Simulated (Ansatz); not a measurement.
## Ni: a changed input and its effect

System: Ni (Pm-3m, 1 atom in the cell).
Method of the first run: DFT, LDA (PW92), plane waves (420 eV) with PAW, scalar-relativistic, spin-polarised (Ansatz 0.2.0).

Text and figures count atoms from 1; the logs count them from 0 in places.

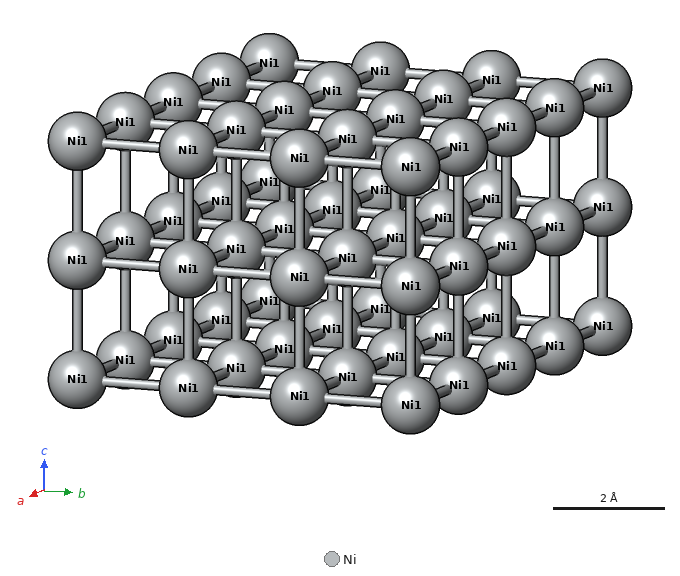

Fig. 1: The structure as given in the input (ball-and-stick view of the cell of the calculation, repeated 4 × 3 × 2, seen slightly off an axis; atoms are numbered from 1 in the order of the input).

Input, the first run:
```yaml
crystal:
  lattice:
    - [2.1980554348, 0.0, 0.0]
    - [0.0, 2.1980554348, 0.0]
    - [0.0, 0.0, 2.1980554348]
  atoms:
    - { symbol: Ni, position: [0.0, 0.0, 0.0], spin: 0.463 }
hamiltonian:
  xc: lda
  pseudopotentials:
    kind: paw
    azcp:
      Ni: "pseudopotentials/Ni.paw.azcp"
basis:
  ecutwfc: 420
  fft_grid_basis: typed
kpoints:
  mp_grid: { grid: [23, 23, 23], shift: [0, 0, 0] }
magnetization:
  spin_polarized: true
scf:
  occupations: { method: fermi_dirac, width: 0.05 }
output:
  stress: true
```

Hardware: 2 threads of an Arm (aarch64) CPU, shared host.

Output, shortened to warnings, some set-up lines, iterations and results (the first run):
```
Warning: [file] the record states the generating functional pbe (its physics header spells it `PBE`), which answers neither for hamiltonian.xc's functional nor for the lda family's — results may be inconsistent (PPs are generated against a specific XC)
Basis set: ecut = 420 eV, 203 PW (Γ)
Symmetry: 48 space group operations
k-points: 364 of 12167
Initial density: superposition of atomic densities (chi_scale 0.1, normalization cell)
[...]
SCF iter   1: F=—  HF=-5771.322145 eV  |F-HF|=—  |Δ(HF+E_count)|=         —  Δρ=1.07e-1 (↑2.58e-2 ↓1.07e-1)  dr2=7.79e-1  dr2_m=2.52e-1  M=0.712 μB ∫|m|=0.723 μB  β_m=0.30  …
SCF iter   2: F=—  HF=-5771.246452 eV  |F-HF|=—  |Δ(HF+E_count)|=   7.57e-2  Δρ=3.73e-2 (↑3.73e-2 ↓1.11e-2)  dr2=4.12e-2  dr2_m=4.80e-2  M=0.621 μB ∫|m|=0.632 μB  β_m=0.30  …
SCF iter   3: F=—  HF=-5771.723598 eV  |F-HF|=—  |Δ(HF+E_count)|=   4.77e-1  Δρ=2.07e-2 (↑2.07e-2 ↓4.55e-3)  dr2=2.46e-2  dr2_m=9.29e-3  M=0.582 μB ∫|m|=0.593 μB  β_m=0.51  …
SCF iter   4: F=—  HF=-5772.358850 eV  |F-HF|=—  |Δ(HF+E_count)|=   6.35e-1  Δρ=2.86e-2 (↑1.04e-2 ↓2.86e-2)  dr2=9.22e-2  dr2_m=9.71e-3  M=0.489 μB ∫|m|=0.502 μB  β_m=0.52  …
SCF iter   5: F=—  HF=-5772.487091 eV  |F-HF|=—  |Δ(HF+E_count)|=   1.28e-1  Δρ=7.60e-3 (↑2.74e-3 ↓7.60e-3)  dr2=6.24e-3  dr2_m=9.79e-4  M=0.450 μB ∫|m|=0.463 μB  β_m=0.88  …
SCF iter   6: F=—  HF=-5772.558192 eV  |F-HF|=—  |Δ(HF+E_count)|=   7.11e-2  Δρ=4.10e-3 (↑7.41e-4 ↓4.10e-3)  dr2=1.36e-3  dr2_m=3.41e-4  M=0.400 μB ∫|m|=0.413 μB  β_m=0.94  …
SCF iter   7: F=—  HF=-5772.559515 eV  |F-HF|=—  |Δ(HF+E_count)|=   1.32e-3  Δρ=1.23e-4 (↑1.23e-4 ↓3.12e-5)  dr2=7.49e-7  dr2_m=5.17e-7  M=0.391 μB ∫|m|=0.403 μB  β_m=0.97  …
SCF iter   8: F=—  HF=-5772.559519 eV  |F-HF|=—  |Δ(HF+E_count)|=   3.98e-6  Δρ=1.30e-4 (↑3.10e-5 ↓1.30e-4)  dr2=1.58e-6  dr2_m=2.63e-7  M=0.391 μB ∫|m|=0.404 μB  β_m=0.97  …
SCF iter   9: F=—  HF=-5772.559519 eV  |F-HF|=—  |Δ(HF+E_count)|=   1.66e-7  Δρ=2.40e-5 (↑7.99e-6 ↓2.40e-5)  dr2=6.17e-8  dr2_m=7.70e-9  M=0.391 μB ∫|m|=0.403 μB  β_m=0.92  …
SCF iter  10: F=-5772.559519 eV  HF=-5772.559519 eV  |F-HF|=8.19e-11  |Δ(HF+E_count)|=   8.24e-9  Δρ=9.76e-7 (↑9.76e-7 ↓3.56e-7)  dr2=9.38e-11  dr2_m=1.49e-11  M=0.391 μB …
SCF 1 converged in 10 iterations: F = -5772.559519 eV  dr2 = 9.38e-11
SCF converged after 10 iterations
Magnetization: 0.3908 μB (9.1954 up, 8.8046 down)
Absolute magnetization: 0.4036 μB (∫|ρ↑−ρ↓|, with the PAW one-centre terms)
Spin contamination: 0.0010 ħ² per cell (⟨S²⟩ above its minimum at these occupations)
Per-site moments (μB) at R_I (Å): [(0.39318161101712046, 0.9066978668550001)]
Free energy (F): -5772.559519 eV
Harris-Foulkes:  -5772.559519 eV  (|F-HF|=8.19e-11)
Internal energy: -5772.545742 eV  (E = F + TS)
E sigma→0 (E₀):  -5772.552630 eV
Entropy (-TS):   -0.013777 eV (-13.777 meV/atom)
Fermi energy:    18.290218 eV
--- Per-component energies (eV) ---
  E_band       = -279.523950
  E_kinetic    = 286.420742
  E_local      = -3510.741139  (includes V_loc(G=0)·N_el)
  E_nonlocal   = 641.390759
  E_hartree    = 1471.228361
  E_xc         = -85.151017
  E_vxc        = -110.244326  (∫ρ·V_xc dr)
  E_paw        = -1564.973528  (= ΣΔE_a)
  E_vpaw       = -528.806459  (= ΣTr[D̂ρ^β])
  E_aug_tail   = 0.000501  (compensation charges beyond the density's cutoff)
  E_ewald      = -3011.154542
  E_core_change = 0.434120  (= ΣΔE_core)
  E_smearing   = -0.013777  (= −TS)
  E_closure    = -0.000000  (closes the sum)
  Σ components = -5772.559519   (vs F -5772.559519, Δ=0.00e0)
--- Stress (GPa, compression-positive) ---
       18.930487      -0.000000       0.000000
       -0.000000      18.930487       0.000000
        0.000000       0.000000      18.930487
  P = ⅓ Tr σ = 18.9305 GPa (189.305 kbar)
```

The input of the second run differs as follows (lines with − go, lines with + come):
```diff
-    - [2.1980554348, 0.0, 0.0]
-    - [0.0, 2.1980554348, 0.0]
-    - [0.0, 0.0, 2.1980554348]
+    - [2.2294604697, 0.0, 0.0]
+    - [0.0, 2.2294604697, 0.0]
+    - [0.0, 0.0, 2.2294604697]
```

What does this change do to the results?

With the same functional and potentials, the second run lies 38.7 meV per atom lower. The pressure goes from 18.93 to 8.36 GPa. The volume per atom goes from 10.62 to 11.08 Å³. The cell is scaled evenly with the atoms at fixed fractional positions, so −ΔP/Δ ln V estimates the bulk modulus midway between the two volumes: about 250 GPa. The SCF takes 11 iterations against 10.

Output, shortened to warnings, some set-up lines, iterations and results (the second run):
```
Warning: [file] the record states the generating functional pbe (its physics header spells it `PBE`), which answers neither for hamiltonian.xc's functional nor for the lda family's — results may be inconsistent (PPs are generated against a specific XC)
Basis set: ecut = 420 eV, 203 PW (Γ)
Symmetry: 48 space group operations
k-points: 364 of 12167
Initial density: superposition of atomic densities (chi_scale 0.1, normalization cell)
[...]
SCF iter   1: F=—  HF=-5771.463820 eV  |F-HF|=—  |Δ(HF+E_count)|=         —  Δρ=1.04e-1 (↑2.37e-2 ↓1.04e-1)  dr2=6.74e-1  dr2_m=2.85e-1  M=0.733 μB ∫|m|=0.745 μB  β_m=0.30  …
SCF iter   2: F=—  HF=-5771.395455 eV  |F-HF|=—  |Δ(HF+E_count)|=   6.84e-2  Δρ=3.91e-2 (↑3.91e-2 ↓1.23e-2)  dr2=4.49e-2  dr2_m=5.91e-2  M=0.643 μB ∫|m|=0.655 μB  β_m=0.31  …
SCF iter   3: F=—  HF=-5771.852911 eV  |F-HF|=—  |Δ(HF+E_count)|=   4.57e-1  Δρ=2.10e-2 (↑2.10e-2 ↓5.49e-3)  dr2=1.90e-2  dr2_m=1.44e-2  M=0.610 μB ∫|m|=0.623 μB  β_m=0.50  …
SCF iter   4: F=—  HF=-5772.436715 eV  |F-HF|=—  |Δ(HF+E_count)|=   5.84e-1  Δρ=2.64e-2 (↑9.22e-3 ↓2.64e-2)  dr2=8.17e-2  dr2_m=9.07e-3  M=0.517 μB ∫|m|=0.532 μB  β_m=0.57  …
SCF iter   5: F=—  HF=-5772.548938 eV  |F-HF|=—  |Δ(HF+E_count)|=   1.12e-1  Δρ=8.33e-3 (↑3.31e-3 ↓8.33e-3)  dr2=9.13e-3  dr2_m=8.66e-4  M=0.476 μB ∫|m|=0.491 μB  β_m=0.88  …
SCF iter   6: F=—  HF=-5772.597930 eV  |F-HF|=—  |Δ(HF+E_count)|=   4.90e-2  Δρ=1.46e-3 (↑7.63e-4 ↓1.46e-3)  dr2=5.28e-5  dr2_m=1.22e-4  M=0.431 μB ∫|m|=0.446 μB  β_m=0.94  …
SCF iter   7: F=—  HF=-5772.598232 eV  |F-HF|=—  |Δ(HF+E_count)|=   3.01e-4  Δρ=1.76e-3 (↑3.88e-4 ↓1.76e-3)  dr2=2.85e-4  dr2_m=5.65e-5  M=0.427 μB ∫|m|=0.442 μB  β_m=0.94  …
SCF iter   8: F=—  HF=-5772.598247 eV  |F-HF|=—  |Δ(HF+E_count)|=   1.54e-5  Δρ=3.18e-4 (↑5.26e-5 ↓3.18e-4)  dr2=6.73e-6  dr2_m=2.76e-6  M=0.425 μB ∫|m|=0.440 μB  β_m=0.93  …
SCF iter   9: F=—  HF=-5772.598248 eV  |F-HF|=—  |Δ(HF+E_count)|=   1.03e-6  Δρ=5.85e-5 (↑2.24e-5 ↓5.85e-5)  dr2=4.33e-7  dr2_m=3.71e-8  M=0.426 μB ∫|m|=0.440 μB  β_m=0.96  …
SCF iter  10: F=—  HF=-5772.598248 eV  |F-HF|=—  |Δ(HF+E_count)|=   1.79e-8  Δρ=1.87e-5 (↑3.08e-6 ↓1.87e-5)  dr2=2.74e-8  dr2_m=7.51e-9  M=0.426 μB ∫|m|=0.440 μB  β_m=0.96  …
SCF iter  11: F=-5772.598248 eV  HF=-5772.598248 eV  |F-HF|=2.11e-9  |Δ(HF+E_count)|=   3.35e-9  Δρ=4.68e-6 (↑1.71e-6 ↓4.68e-6)  dr2=2.69e-9  dr2_m=2.57e-10  M=0.426 μB …
SCF 1 converged in 11 iterations: F = -5772.598248 eV  dr2 = 2.69e-9
SCF converged after 11 iterations
Magnetization: 0.4255 μB (9.2128 up, 8.7872 down)
Absolute magnetization: 0.4405 μB (∫|ρ↑−ρ↓|, with the PAW one-centre terms)
Spin contamination: 0.0012 ħ² per cell (⟨S²⟩ above its minimum at these occupations)
Per-site moments (μB) at R_I (Å): [(0.4290459107400219, 0.9196524437512499)]
Free energy (F): -5772.598248 eV
Harris-Foulkes:  -5772.598248 eV  (|F-HF|=2.11e-9)
Internal energy: -5772.584074 eV  (E = F + TS)
E sigma→0 (E₀):  -5772.591161 eV
Entropy (-TS):   -0.014174 eV (-14.174 meV/atom)
Fermi energy:    17.305325 eV
--- Per-component energies (eV) ---
  E_band       = -295.454109
  E_kinetic    = 285.461135
  E_local      = -3578.998804  (includes V_loc(G=0)·N_el)
  E_nonlocal   = 641.274927
  E_hartree    = 1497.698208
  E_xc         = -84.720784
  E_vxc        = -109.678508  (∫ρ·V_xc dr)
  E_paw        = -1564.995040  (= ΣΔE_a)
  E_vpaw       = -528.905647  (= ΣTr[D̂ρ^β])
  E_aug_tail   = 0.000428  (compensation charges beyond the density's cutoff)
  E_ewald      = -2968.738265
  E_core_change = 0.434120  (= ΣΔE_core)
  E_smearing   = -0.014174  (= −TS)
  E_closure    = -0.000000  (closes the sum)
  Σ components = -5772.598248   (vs F -5772.598248, Δ=0.00e0)
--- Stress (GPa, compression-positive) ---
        8.356921      -0.000000       0.000000
       -0.000000       8.356921       0.000000
        0.000000       0.000000       8.356921
  P = ⅓ Tr σ = 8.3569 GPa (83.569 kbar)
```

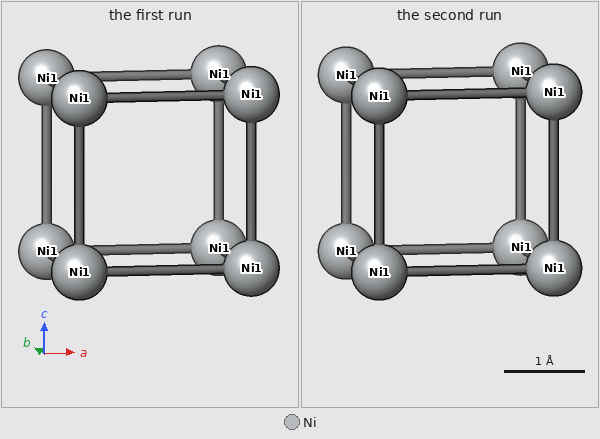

Fig. 2: The two input geometries at one scale (ball-and-stick view of the cell of the calculation, seen slightly off an axis). No atom moves by more than 0.005 Å relative to the cell. Cell: a = b = c 2.198 → 2.229 Å (+1.4 %). Volume +4.3 %. Among the contacts that change: Ni1–Ni1 2.198 → 2.229 Å.

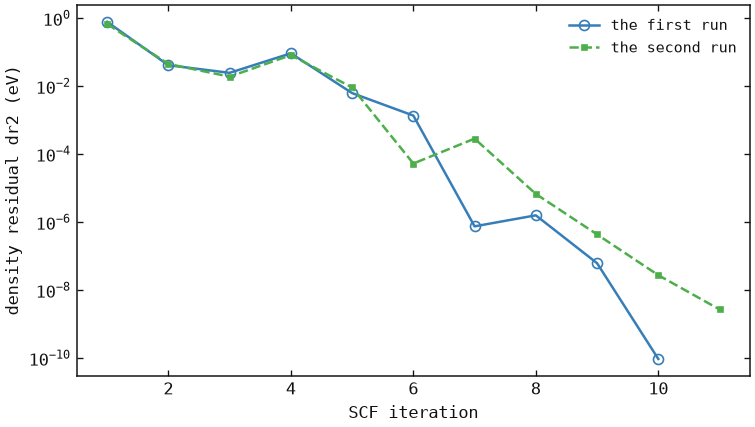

Fig. 3: Convergence of the two runs: density residual dr2 against the SCF iteration. The first run takes 10 iterations in all, and the second run takes 11.

The two runs side by side:

| quantity | the first run | the second run |
| --- | --- | --- |
| outcome | converged | converged |
| free energy per atom (eV) | −5772.5595 | −5772.5982 |
| energy per atom, smearing taken to zero (eV) | −5772.5526 | −5772.5912 |
| net moment of the cell (μB) | 0.39 | 0.43 |
| absolute moment of the cell (μB) | 0.40 | 0.44 |
| pressure (GPa) | 18.93 | 8.36 |
| volume per atom (Å³) | 10.62 | 11.08 |
| SCF iterations | 10 | 11 |
| irreducible k-points | 364 | 364 |
| plane waves at Γ | 203 | 203 |
| wall time (shared host) | 6.6 s | 7.2 s |

For both runs: Warnings: the PAW datasets were made with another functional. For the first run: The cell is under a pressure of 18.9 GPa at this level, so it is not at its equilibrium volume. For the second run: The cell is under a pressure of 8.4 GPa at this level, so it is not at its equilibrium volume.
